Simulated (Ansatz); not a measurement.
# Run report: TiO₂, geometry relaxation (part 3 of 3)

TiO₂ (slab, 18 atoms in the cell); DFT PBEsol, scalar-relativistic, plane waves, PAW, no spin polarisation (Ansatz 0.2.0); cutoff 420 eV, 9×6×1 k-mesh, Gaussian smearing of 0.05 eV. The structure derives from an entry of the Crystallography Open Database. It belongs to a series of runs on one base structure; here: (1 0 0) slab, atoms relaxed.

Geometry of the input (Å; fractional positions):
```
2.9390  0.0000  0.0000
0.0000  4.5912  0.0000
0.0000  0.0000  27.8759
O  0.5000  0.8044  0.2690
O  0.0000  0.3044  0.2870
Ti 0.5000  0.5000  0.3192
O  0.0000  0.6956  0.3514
O  0.5000  0.1956  0.3693
Ti 0.0000  0.0000  0.4015
O  0.5000  0.8044  0.4338
O  0.0000  0.3044  0.4517
Ti 0.5000  0.5000  0.4839
O  0.0000  0.6956  0.5161
O  0.5000  0.1956  0.5340
Ti 0.0000  0.0000  0.5662
O  0.5000  0.8044  0.5985
O  0.0000  0.3044  0.6164
Ti 0.5000  0.5000  0.6486
O  0.0000  0.6956  0.6808
O  0.5000  0.1956  0.6987
Ti 0.0000  0.0000  0.7310
```

Output, continued
```
  k-point 1: bands = ["-56.4840", "-56.4227", "-56.3492", "-55.6683", "-54.7598", "-53.3742", "-33.1378", "-33.0316", "-32.9318", "-32.9138", "-32.8396", "-32.8204", "-32.6760", "-32.6593", "-32.5241", "-32.1545", "-32.0829", "-31.9159", "-31.2566", "-31.1833", "-31.0133", "-29.9181", "-29.8489", "-29.6490", "-18.7983", "-17.9631", "-17.6833", "-17.5133", "-17.1338", "-16.6312", "-16.3395", "-15.8720", "-15.4191", "-14.9845", "-14.2250", "-13.4216", "-5.9873", "-5.4137", "-5.1216", "-4.7190", "-4.6100", "-4.5003", "-4.4148", "-4.0195", "-3.9514", "-3.8871", "-3.8292", "-3.5012", "-3.2251", "-3.1300", "-3.1119", "-2.9117", "-2.6876", "-2.4969", "-2.3582", "-2.2372", "-2.2114", "-2.0092", "-1.6495", "-1.5288", "-1.4533", "-1.3243", "-1.2458", "-0.6962", "-0.5697", "-0.4303", "-0.0607", "0.3165", "0.4440", "0.7543", "1.5723", "1.7209", "1.8009", "2.2998", "2.5674", "2.6840", "3.0364", "3.0632", "3.4831", "3.7074", "3.7567", "4.0528", "4.0575", "4.3206", "4.4322", "4.5470", "4.9375", "5.0221", "5.1193", "5.1840"]
  k-point 2: bands = ["-56.4826", "-56.4226", "-56.3506", "-55.6683", "-54.7598", "-53.3742", "-33.1512", "-33.0371", "-32.9346", "-32.9001", "-32.8382", "-32.8191", "-32.6774", "-32.6590", "-32.5255", "-32.1563", "-32.0826", "-31.9158", "-31.2584", "-31.1830", "-31.0133", "-29.9195", "-29.8489", "-29.6489", "-18.6159", "-17.9457", "-17.7649", "-17.4811", "-17.0927", "-16.7207", "-16.2975", "-15.9429", "-15.3782", "-15.0618", "-14.2100", "-13.4627", "-6.0826", "-5.4222", "-5.1357", "-4.8401", "-4.7029", "-4.5942", "-4.5672", "-4.0811", "-3.9346", "-3.8124", "-3.7639", "-3.5027", "-3.3322", "-3.2178", "-2.9315", "-2.7277", "-2.5444", "-2.4516", "-2.3909", "-2.1899", "-2.1009", "-1.9696", "-1.7301", "-1.4455", "-1.3519", "-1.3240", "-1.0722", "-0.7483", "-0.6275", "-0.3380", "-0.1343", "0.2756", "0.3664", "0.8336", "1.3454", "1.5198", "1.5661", "2.5206", "2.6099", "2.7115", "2.9156", "2.9779", "3.5456", "3.6556", "3.6812", "4.0874", "4.2523", "4.3946", "4.5171", "4.5898", "4.7907", "5.0083", "5.0855", "5.4040"]
  k-point 19: bands = ["-56.4317", "-56.3770", "-56.3086", "-55.6224", "-54.7140", "-53.3268", "-33.4230", "-33.1728", "-33.1141", "-32.9907", "-32.8842", "-32.8637", "-32.8196", "-32.7363", "-32.6171", "-32.4220", "-32.1015", "-31.9853", "-31.5168", "-31.2057", "-31.0829", "-30.1824", "-29.8748", "-29.7330", "-17.9327", "-17.8470", "-17.3997", "-17.2732", "-16.6687", "-16.6188", "-15.9083", "-15.8079", "-15.0788", "-14.8547", "-14.0280", "-13.2294", "-5.7719", "-5.4857", "-5.1978", "-5.1756", "-4.7472", "-4.4304", "-4.1760", "-4.0966", "-4.0717", "-3.8375", "-3.5625", "-3.3657", "-3.2705", "-3.1740", "-3.1160", "-2.9522", "-2.6765", "-2.6315", "-2.5851", "-2.5358", "-2.2719", "-2.1461", "-1.8776", "-1.6640", "-1.5119", "-1.3650", "-1.2686", "-0.8944", "-0.7168", "-0.5857", "-0.0255", "0.2442", "0.6341", "0.8421", "1.0637", "1.5591", "1.7605", "2.5669", "2.8247", "2.9221", "3.0909", "3.2621", "3.3655", "3.4739", "3.5790", "3.9425", "3.9942", "4.1523", "4.2414", "4.3199", "4.5753", "4.8619", "4.9221", "5.0880"]
--- Relaxed structure (23 steps of the walk, 22 accepted, 0 SCFs on fresh bases) ---
  F+E_penalty+E_count = -21591.97084168 eV   max|allowed force component| = 1.572e-2 eV/Å
  atoms:
    - { symbol: O, position: [0.49999999999999994, 0.8094992673938151, 0.26405537116703626] }
    - { symbol: O, position: [6.105575358771228e-18, 0.3396421232764407, 0.27652683477601103] }
    - { symbol: Ti, position: [0.49999999999999994, 0.5192249100987378, 0.3033879699683916] }
    - { symbol: O, position: [2.7163895959690496e-18, 0.711223349530623, 0.3478840580438474] }
    - { symbol: O, position: [0.49999999999999994, 0.20929885358022138, 0.369297615891502] }
    - { symbol: Ti, position: [-8.648581944594707e-19, -0.004986578522811086, 0.38950081273234355] }
    - { symbol: O, position: [0.49999999999999994, 0.7983083933543076, 0.43199772034775563] }
    - { symbol: O, position: [-7.864688180503046e-19, 0.2999041411533892, 0.4584357222468198] }
    - { symbol: Ti, position: [0.49999999999999994, 0.5216588037131535, 0.47566102440614416] }
    - { symbol: O, position: [6.392988806688437e-18, 0.7324217966037998, 0.5161508206033995] }
    - { symbol: O, position: [0.49999999999999994, 0.23443153507893097, 0.5479741907067913] }
    - { symbol: Ti, position: [-3.201408562143773e-19, -0.0018458604290541884, 0.5616297641914151] }
    - { symbol: O, position: [0.49999999999999994, 0.779684528639956, 0.5991469552097403] }
    - { symbol: O, position: [-1.5673917031611518e-17, 0.21406645123315313, 0.6402943258661572] }
    - { symbol: Ti, position: [0.49999999999999994, 0.5158312787874413, 0.6453009629549028] }
    - { symbol: O, position: [-7.653386639168597e-18, 0.6514335437663097, 0.688619752709919] }
    - { symbol: O, position: [0.49999999999999994, 0.1254861923070485, 0.7378090693496621] }
    - { symbol: Ti, position: [7.755637977504703e-18, 0.04471727043453821, 0.703495726728161] }
```

Trajectory as extended XYZ (Å, eV, eV/Å), 6 of the 23 frames kept, from step=1 to step=23
```
18
Lattice="2.9390 0.0000 0.0000 0.0000 4.5912 0.0000 0.0000 0.0000 27.8759" Properties=species:S:1:pos:R:3:forces:R:3 step=1 energy=-21588.14339
O     1.4695    3.6934    7.5000    0.0000  -0.9688   0.9184
O     0.0000    1.3978    7.9999    0.0000   0.8974   0.1943
Ti    1.4695    2.2956    8.8978    0.0000  -0.1095  -2.3242
O     0.0000    3.1935    9.7956    0.0000   0.9585   1.1521
O     1.4695    0.8979   10.2955    0.0000  -0.5733   0.8810
Ti    0.0000    0.0000   11.1934    0.0000  -0.2748  -1.5971
O     1.4695    3.6934   12.0912    0.0000  -0.4827   0.7720
O     0.0000    1.3978   12.5911    0.0000   0.4221   0.7358
Ti    1.4695    2.2956   13.4890    0.0000   0.2154  -1.4681
O     0.0000    3.1935   14.3869    0.0000   0.4513   0.7656
O     1.4695    0.8979   14.8868    0.0000  -0.3953   0.7182
Ti    0.0000    0.0000   15.7846    0.0000  -0.2315  -1.5335
O     1.4695    3.6934   16.6825    0.0000  -0.4453   0.8474
O     0.0000    1.3978   17.1824    0.0000   0.4466   0.8058
Ti    1.4695    2.2956   18.0802    0.0000  -0.1969  -1.9336
O     0.0000    3.1935   18.9781    0.0000   1.2956   2.4367
O     1.4695    0.8979   19.4780    0.0000  -0.5226   1.9912
Ti    0.0000    0.0000   20.3759    0.0000  -0.4863  -3.3616
18
Lattice="2.9390 0.0000 0.0000 0.0000 4.5912 0.0000 0.0000 0.0000 27.8759" Properties=species:S:1:pos:R:3:forces:R:3 step=5 energy=-21590.86209
O     1.4695    3.6735    7.4797    0.0000   0.1188   0.1422
O     0.0000    1.6187    7.6565    0.0000  -0.1417   0.3552
Ti    1.4695    2.3152    8.5533    0.0000   0.0463  -0.3574
O     0.0000    3.1356    9.8228    0.0000  -0.1262  -0.1850
O     1.4695    0.8328   10.2593    0.0000   0.0248   0.0581
Ti    0.0000   -0.0974   10.9310    0.0000   0.1606  -0.1662
O     1.4695    3.6562   12.1277    0.0000   0.0835   0.0415
O     0.0000    1.3716   12.6968    0.0000  -0.0016   0.0887
Ti    1.4695    2.3292   13.2959    0.0000  -0.1200   0.1708
O     0.0000    3.2250   14.4898    0.0000  -0.2465  -0.2842
O     1.4695    0.9294   15.1068    0.0000  -0.0587   0.0419
Ti    0.0000   -0.0573   15.6742    0.0000   0.2976   0.0558
O     1.4695    3.6306   16.8432    0.0000  -0.0310  -0.2554
O     0.0000    1.2670   17.4970    0.0000  -0.3168   0.0685
Ti    1.4695    2.3125   18.0145    0.0000  -0.0557  -0.1491
O     0.0000    3.1398   19.1260    0.0000   0.4499   0.4447
O     1.4695    1.1026   20.0267    0.0000  -0.2219   0.0690
Ti    0.0000    0.0495   20.0877    0.0000   0.1366  -0.1367
18
Lattice="2.9390 0.0000 0.0000 0.0000 4.5912 0.0000 0.0000 0.0000 27.8759" Properties=species:S:1:pos:R:3:forces:R:3 step=10 energy=-21591.47210 accepted=F
O     1.4695    3.7191    7.4319    0.0000  -0.2261   0.1036
O     0.0000    1.4984    7.6928    0.0000   0.0272  -0.0563
Ti    1.4695    2.3082    8.4461    0.0000   0.2116   0.0489
O     0.0000    3.1598    9.7241    0.0000  -0.0137  -0.0875
O     1.4695    0.8716   10.3034    0.0000   0.0173  -0.0796
Ti    0.0000   -0.1098   10.8608    0.0000  -0.0427   0.0707
O     1.4695    3.5766   12.0602    0.0000   0.0329  -0.0535
O     0.0000    1.2737   12.7766    0.0000  -0.0521  -0.0754
Ti    1.4695    2.2877   13.2477    0.0000   0.0406   0.2211
O     0.0000    3.2300   14.4147    0.0000  -0.0982  -0.1110
O     1.4695    0.9390   15.2627    0.0000   0.1449  -0.0978
Ti    0.0000   -0.1231   15.6526    0.0000  -0.1050   0.0560
O     1.4695    3.5419   16.7918    0.0000   0.0598  -0.4378
O     0.0000    1.0152   17.8870    0.0000   1.1662  -2.7079
Ti    1.4695    2.3948   18.1386    0.0000   0.9667  -0.4149
O     0.0000    3.1866   19.1522    0.0000   0.8059   0.6493
O     1.4695    1.2158   20.3409    0.0000  -0.9731  -1.1783
Ti    0.0000    0.4491   19.5047    0.0000  -1.9592   4.1501
18
Lattice="2.9390 0.0000 0.0000 0.0000 4.5912 0.0000 0.0000 0.0000 27.8759" Properties=species:S:1:pos:R:3:forces:R:3 step=14 energy=-21591.93293
O     1.4695    3.6105    7.3436    0.0000   0.0040   0.0207
O     0.0000    1.4662    7.7095    0.0000  -0.0306  -0.0129
Ti    1.4695    2.2889    8.4563    0.0000   0.0489  -0.0015
O     0.0000    3.1808    9.6960    0.0000   0.0215   0.0132
O     1.4695    0.8812   10.2807    0.0000  -0.0621   0.0454
Ti    0.0000   -0.1037   10.8521    0.0000   0.0264  -0.0439
O     1.4695    3.6012   12.0490    0.0000  -0.0119  -0.0067
O     0.0000    1.3129   12.7610    0.0000  -0.0014   0.0042
Ti    1.4695    2.3184   13.2578    0.0000   0.0501  -0.0049
O     0.0000    3.2869   14.3993    0.0000   0.0611   0.0405
O     1.4695    1.0170   15.2091    0.0000  -0.0521   0.0480
Ti    0.0000   -0.0462   15.6268    0.0000  -0.1570   0.0000
O     1.4695    3.6032   16.7531    0.0000  -0.0781   0.1013
O     0.0000    1.0920   17.8813    0.0000   0.0516  -0.0878
Ti    1.4695    2.4680   18.1245    0.0000   0.1603  -0.4035
O     0.0000    3.1474   19.2769    0.0000  -0.1747   0.0363
O     1.4695    0.9668   20.4259    0.0000  -0.0948  -0.0268
Ti    0.0000    0.3429   19.5860    0.0000   0.2416   0.2779
18
Lattice="2.9390 0.0000 0.0000 0.0000 4.5912 0.0000 0.0000 0.0000 27.8759" Properties=species:S:1:pos:R:3:forces:R:3 step=19 energy=-21591.96812
O     1.4695    3.6631    7.3425    0.0000   0.0302  -0.0254
O     0.0000    1.5108    7.6974    0.0000  -0.0128   0.0036
Ti    1.4695    2.3347    8.4432    0.0000   0.0213   0.0238
O     0.0000    3.2364    9.6800    0.0000  -0.0425  -0.0212
O     1.4695    0.9368   10.2802    0.0000  -0.0466  -0.0004
Ti    0.0000   -0.0548   10.8378    0.0000   0.0645   0.0541
O     1.4695    3.6474   12.0343    0.0000   0.0061  -0.0283
O     0.0000    1.3638   12.7694    0.0000  -0.0164  -0.0090
Ti    1.4695    2.3757   13.2513    0.0000   0.0173   0.0320
O     0.0000    3.3481   14.3867    0.0000  -0.0283  -0.0395
O     1.4695    1.0629   15.2451    0.0000   0.0209  -0.0020
Ti    0.0000   -0.0123   15.6384    0.0000  -0.0298   0.0554
O     1.4695    3.6003   16.7155    0.0000  -0.0194   0.0059
O     0.0000    1.0351   17.8832    0.0000   0.0567  -0.0648
Ti    1.4695    2.4227   18.0360    0.0000   0.0020  -0.0829
O     0.0000    3.0461   19.2351    0.0000  -0.0069   0.0176
O     1.4695    0.6561   20.5811    0.0000  -0.0028  -0.0309
Ti    0.0000    0.2615   19.6317    0.0000  -0.0143   0.1120
18
Lattice="2.9390 0.0000 0.0000 0.0000 4.5912 0.0000 0.0000 0.0000 27.8759" Properties=species:S:1:pos:R:3:forces:R:3 step=23 energy=-21591.97084
O     1.4695    3.7166    7.3608    0.0000   0.0048  -0.0057
O     0.0000    1.5594    7.7084    0.0000  -0.0037  -0.0086
Ti    1.4695    2.3839    8.4572    0.0000  -0.0092   0.0028
O     0.0000    3.2654    9.6976    0.0000  -0.0028   0.0012
O     1.4695    0.9609   10.2945    0.0000   0.0052  -0.0038
Ti    0.0000   -0.0229   10.8577    0.0000   0.0157   0.0029
O     1.4695    3.6652   12.0423    0.0000  -0.0107   0.0146
O     0.0000    1.3769   12.7793    0.0000   0.0027   0.0063
Ti    1.4695    2.3951   13.2595    0.0000   0.0077   0.0048
O     0.0000    3.3627   14.3882    0.0000  -0.0094  -0.0136
O     1.4695    1.0763   15.2753    0.0000  -0.0049  -0.0060
Ti    0.0000   -0.0085   15.6559    0.0000  -0.0057   0.0127
O     1.4695    3.5797   16.7017    0.0000  -0.0009   0.0011
O     0.0000    0.9828   17.8488    0.0000   0.0094  -0.0087
Ti    1.4695    2.3683   17.9883    0.0000   0.0089  -0.0093
O     0.0000    2.9909   19.1959    0.0000  -0.0031  -0.0019
O     1.4695    0.5761   20.5671    0.0000   0.0019   0.0009
Ti    0.0000    0.2053   19.6106    0.0000  -0.0060   0.0105
```

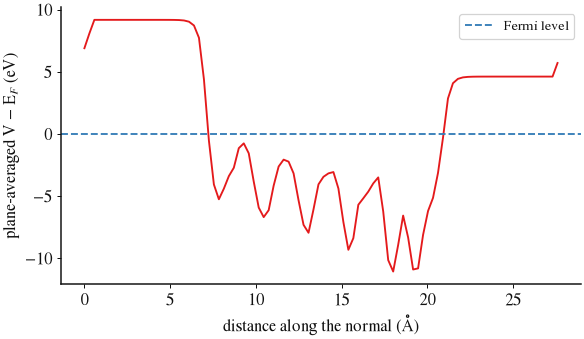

Plane average of the electrostatic potential energy of an electron across the cell, from the Fermi level. The vacuum level lies 4.61 eV above the Fermi level on the upper side and 9.17 eV on the lower.

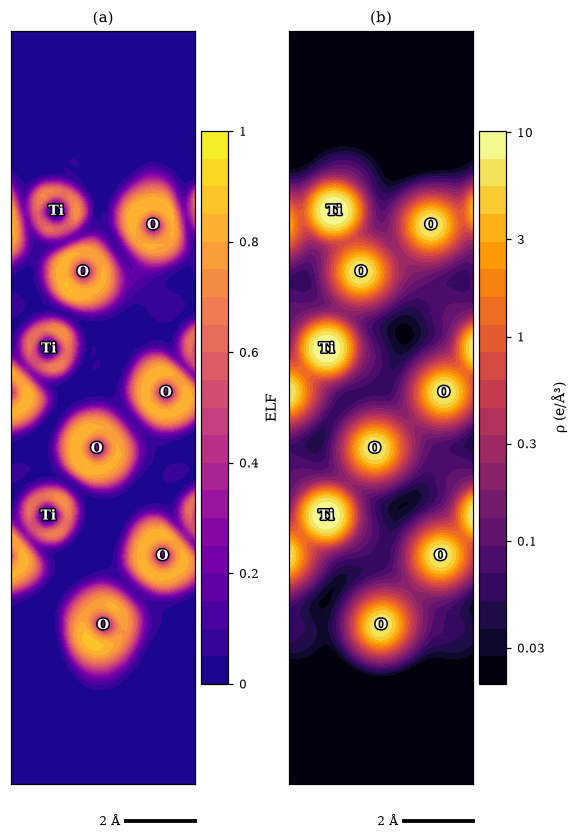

(a) ELF; (b) valence electron density on the (100) plane of the calculation cell, a cut from vacuum to vacuum. Ti–O (1.93 Å): ρ is about 0.76 e/Å³ halfway; the ELF is about 0.20 at the midpoint; no shared pair; the contact is polar. The density dies away to nearly zero in the vacuum. The strong features right at Ti lie inside the PAW spheres (semicore, d or f shells) and say nothing about bonding. The fields are those of the smooth PAW valence density.

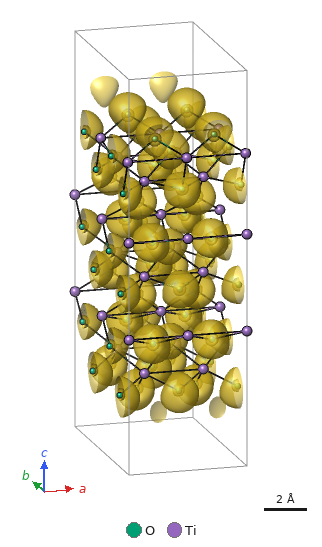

Isosurface of the electron localisation function at 0.65 (yellow), seen slightly off an axis. Core shells and regions of very low density are left out. Sticks mark near contacts. Values along the shortest contacts: Ti–O (1.73 Å): the ELF is about 0.35 at the midpoint. Ti–Ti (2.94 Å): the ELF is about 0.30 at the midpoint (no shared electron pair).
